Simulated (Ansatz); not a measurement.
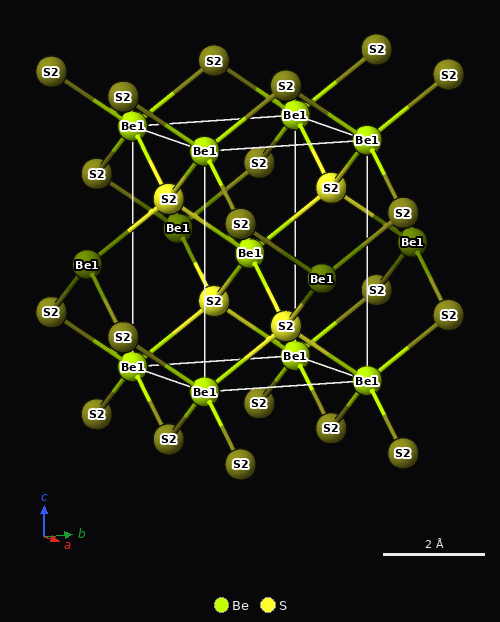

Fig. 1: The structure (ball-and-stick view of the cell 2 times as large as that of the calculation, set on its symmetry axes, seen slightly off an axis; neighbours outside the cell are drawn fainter; atoms are numbered from 1 in the order of the input). Near neighbours in the crystal (not all of them lie inside the picture): Be has 4 S at 2.15 Å; S has 4 Be at 2.15 Å.

# What a change does: band-structure calculation on BeS

System: BeS (I-4m2, 2 atoms in the cell).
Method of run 1: DFT, r2SCAN, plane waves, PAW, no spin polarisation (Ansatz 0.2.0).

The structure was built on a prototype by a generator. The geometry comes from this level: r2SCAN (a point of a series of strains). Text and figures count atoms from 1; the logs count them from 0 in places.

**Input, run 1**
```yaml
crystal:
  lattice:
    - [0.0, 2.5148817666, 2.4343062304]
    - [2.5148817666, 0.0, 2.4343062304]
    - [2.5148817666, 2.5148817666, 0.0]
  atoms:
    - { symbol: Be, position: [0.0, 0.0, 0.0] }
    - { symbol: S, position: [0.25, 0.25, 0.25] }
kpoints:
  mp_grid: { grid: [10, 10, 10] }
  band_path:
    path:
      - [0.0, 0.0, 0.0]
      - [-0.5, -0.5, 0.0]
      - [-0.375, -0.375, 0.25]
      - [-0.375, 0.0, 0.375]
      - [0.0, 0.0, 0.5]
      - [-0.5, -0.25, 0.25]
      - [-0.0375, 0.0, 0.0375]
    npoints: 1
hamiltonian:
  xc: r2scan
scf:
  occupations: { method: fixed }
  n_extra_bands: 4
output:
  forces: true
  stress: true
  eigenvalues: true
```

Hardware: 4 threads of an Arm (aarch64) CPU, shared host.

**Output, shortened to warnings, some set-up lines, iterations and results (run 1)**
```
Basis set: ecut = 500 eV, 773 PW (Γ), exchange–correlation on 108×108×108 points (64 copies of the dense FFT grid, shifted against one another)
Symmetry: 8 space group operations
k-points: 102 of 1000 (time reversal used)
Initial density: superposition of atomic densities (neutral atoms: chi_scale 0, normalization atom), corrected by the library's trained network
[...]
SCF iter   1: F=—  HF=-1001.486357 eV  |F-HF|=—  |Δ(HF+E_count)|=         —  Δρ=4.70e-3  dr2=5.48e-3  dr2_τ=2.35e-2  ethr=1.77e-3  ⟨swp⟩=4.5  Hψ=5883  notcnv=0  defer=168
SCF iter   2: F=—  HF=-1001.553680 eV  |F-HF|=—  |Δ(HF+E_count)|=   6.73e-2  Δρ=2.95e-3  dr2=2.15e-3  dr2_τ=2.75e-5  ethr=6.85e-5  ⟨swp⟩=2.1  Hψ=2264  notcnv=0  defer=191
SCF iter   3: F=—  HF=-1001.554129 eV  |F-HF|=—  |Δ(HF+E_count)|=   4.48e-4  Δρ=1.33e-3  dr2=8.29e-4  dr2_τ=3.10e-5  ethr=2.69e-5  ⟨swp⟩=2.0  Hψ=1418  notcnv=0  defer=202
SCF iter   4: F=—  HF=-1001.554117 eV  |F-HF|=—  |Δ(HF+E_count)|=   1.15e-5  Δρ=3.79e-4  dr2=6.66e-5  dr2_τ=5.32e-7  ethr=1.04e-5  ⟨swp⟩=3.0  Hψ=1410  notcnv=0  defer=204
SCF iter   5: F=—  HF=-1001.554126 eV  |F-HF|=—  |Δ(HF+E_count)|=   8.53e-6  Δρ=1.78e-5  dr2=8.97e-8  dr2_τ=4.06e-9  ethr=8.32e-7  ⟨swp⟩=2.4  Hψ=1203  notcnv=0  defer=203
SCF iter   6: F=-1001.554126 eV  HF=-1001.554126 eV  |F-HF|=6.74e-11  |Δ(HF+E_count)|=   1.12e-7  Δρ=2.73e-6  dr2=1.63e-9  dr2_τ=2.05e-10  ethr=1.12e-9  ⟨swp⟩=5.1  Hψ=4916  …
SCF 1 converged in 6 iterations: F = -1001.554126 eV  dr2 = 1.63e-9
NSCF: frozen V_eff on 7 k-points
SCF converged after 6 iterations
Free energy (F): -1001.554126 eV
Harris-Foulkes:  -1001.554126 eV  (|F-HF|=6.74e-11)
Internal energy: -1001.554126 eV  (E = F + TS)
E sigma→0 (E₀):  -1001.554126 eV
Fermi energy:    4.386764 eV
--- Per-component energies (eV) ---
  E_band       = -6.390659
  E_kinetic    = 125.835801
  E_local      = -123.709061  (includes V_loc(G=0)·N_el)
  E_nonlocal   = 32.003486
  E_hartree    = 38.442546
  E_xc         = -110.433425
  E_vxc        = -116.410437  (∫ρ·V_xc dr)
  E_paw        = -670.307937  (= ΣΔE_a)
  E_vpaw       = -6.290404  (= ΣTr[D̂ρ^β])
  E_aug_tail   = 0.000001  (compensation charges beyond the density's cutoff)
  E_vtau       = 5.295190  (kinetic-family band-sum trace: ∫τ·v_τ [+ j·A + Jᵃ·Aᵃ] dr)
  E_ewald      = -293.263743
  E_core_change = -0.121794  (= ΣΔE_core)
  E_smearing   = -0.000000  (= −TS)
  E_closure    = 0.000000  (closes the sum)
  Σ components = -1001.554126   (vs F -1001.554126, Δ=0.00e0)
--- Forces (eV/Å), atoms counted from 1 ---
  atom   1  Be     0.00000000    -0.00000000     0.00000000
  atom   2  S     -0.00000000    -0.00000000    -0.00000000
  max |Σ_I F_I| component: 2.22e-16 eV/Å
--- Stress (GPa, compression-positive) ---
       -6.617742       0.000000       0.000000
        0.000000      -6.617742       0.000000
       -0.000000       0.000000      -3.649307
  P = ⅓ Tr σ = -5.6283 GPa (-56.283 kbar)
```

The input of run 2 differs as follows (lines with − go, lines with + come):
```diff
-  xc: r2scan
+  xc: pbe
-  occupations: { method: fixed }
+  occupations: { method: fermi_dirac, width: 0.02 }
```

What does this change do to the results?

The total energies belong to different methods, so their difference says nothing on which is more stable or more accurate. The gap on the mesh goes from 3.46 to 3.02 eV. The pressure goes from −5.63 to −5.03 GPa. The functional changes from r2SCAN to PBE. The number of SCF iterations is the same. The default cutoff goes from 500 to 420 eV with the change. The plane waves at Γ go from 773 to 601.

**Output, shortened to warnings, some set-up lines, iterations and results (run 2)**
```
Basis set: ecut = 420 eV, 601 PW (Γ), exchange–correlation on 48×48×48 points (8 copies of the dense FFT grid, shifted against one another)
Symmetry: 8 space group operations
k-points: 102 of 1000 (time reversal used)
Initial density: superposition of atomic densities (neutral atoms: chi_scale 0, normalization atom), corrected by the library's trained network
[...]
SCF iter   1: F=—  HF=-996.929935 eV  |F-HF|=—  |Δ(HF+E_count)|=         —  Δρ=5.25e-4  dr2=4.94e-5  ethr=1.77e-3  ⟨swp⟩=5.5  Hψ=6802  notcnv=0
SCF iter   2: F=—  HF=-996.929787 eV  |F-HF|=—  |Δ(HF+E_count)|=   1.48e-4  Δρ=4.59e-4  dr2=6.44e-5  ethr=6.18e-7  ⟨swp⟩=2.0  Hψ=2322  notcnv=0
SCF iter   3: F=—  HF=-996.929805 eV  |F-HF|=—  |Δ(HF+E_count)|=   1.81e-5  Δρ=1.77e-4  dr2=3.99e-6  ethr=6.18e-7  ⟨swp⟩=2.0  Hψ=1134  notcnv=0
SCF iter   4: F=—  HF=-996.929838 eV  |F-HF|=—  |Δ(HF+E_count)|=   3.28e-5  Δρ=6.81e-5  dr2=1.71e-6  ethr=4.99e-8  ⟨swp⟩=2.0  Hψ=1224  notcnv=0
SCF iter   5: F=—  HF=-996.929839 eV  |F-HF|=—  |Δ(HF+E_count)|=   9.20e-7  Δρ=1.98e-5  dr2=1.56e-7  ethr=2.14e-8  ⟨swp⟩=2.8  Hψ=1297  notcnv=0
SCF iter   6: F=-996.929838 eV  HF=-996.929838 eV  |F-HF|=5.04e-9  |Δ(HF+E_count)|=   1.33e-8  Δρ=4.34e-6  dr2=7.48e-9  ethr=1.25e-9  ⟨swp⟩=5.0  Hψ=3944  notcnv=0
SCF 1 converged in 6 iterations: F = -996.929838 eV  dr2 = 7.48e-9
NSCF: frozen V_eff on 7 k-points
SCF converged after 6 iterations
Free energy (F): -996.929838 eV
Harris-Foulkes:  -996.929838 eV  (|F-HF|=5.04e-9)
Internal energy: -996.929838 eV  (E = F + TS)
E sigma→0 (E₀):  -996.929838 eV
Fermi energy:    6.105897 eV
--- Per-component energies (eV) ---
  E_band       = -3.213939
  E_kinetic    = 126.022878
  E_local      = -124.137636  (includes V_loc(G=0)·N_el)
  E_nonlocal   = 32.493886
  E_hartree    = 38.214666
  E_xc         = -116.449655
  E_vxc        = -107.704107  (∫ρ·V_xc dr)
  E_paw        = -659.810236  (= ΣΔE_a)
  E_vpaw       = -6.317672  (= ΣTr[D̂ρ^β])
  E_aug_tail   = 0.000001  (compensation charges beyond the density's cutoff)
  E_ewald      = -293.263743
  E_smearing   = -0.000000  (= −TS)
  E_closure    = 0.000000  (closes the sum)
  Σ components = -996.929838   (vs F -996.929838, Δ=0.00e0)
--- Forces (eV/Å), atoms counted from 1 ---
  atom   1  Be     0.00000000     0.00000000    -0.00000000
  atom   2  S      0.00000000    -0.00000000    -0.00000000
  max |Σ_I F_I| component: 1.68e-16 eV/Å
--- Stress (GPa, compression-positive) ---
       -5.982314       0.000000      -0.000000
        0.000000      -5.982314       0.000000
        0.000000       0.000000      -3.113158
  P = ⅓ Tr σ = -5.0259 GPa (-50.259 kbar)
```

**The two runs side by side**

```tsv
quantity	run 1	run 2
outcome	converged	converged
free energy per atom (eV)	−500.7771	−498.4649
gap on the mesh (eV)	3.46	3.02
pressure (GPa)	−5.63	−5.03
largest force (eV/Å)	0.000	0.000
SCF iterations	6	6
irreducible k-points	102	102
plane waves at Γ	773	601
wall time (shared host)	1.9 s	0.86 s
```

For run 1: The cell is under a tension of 5.6 GPa at this level, so it is not at its equilibrium volume. For run 2: The cell is under a tension of 5.0 GPa at this level, so it is not at its equilibrium volume.
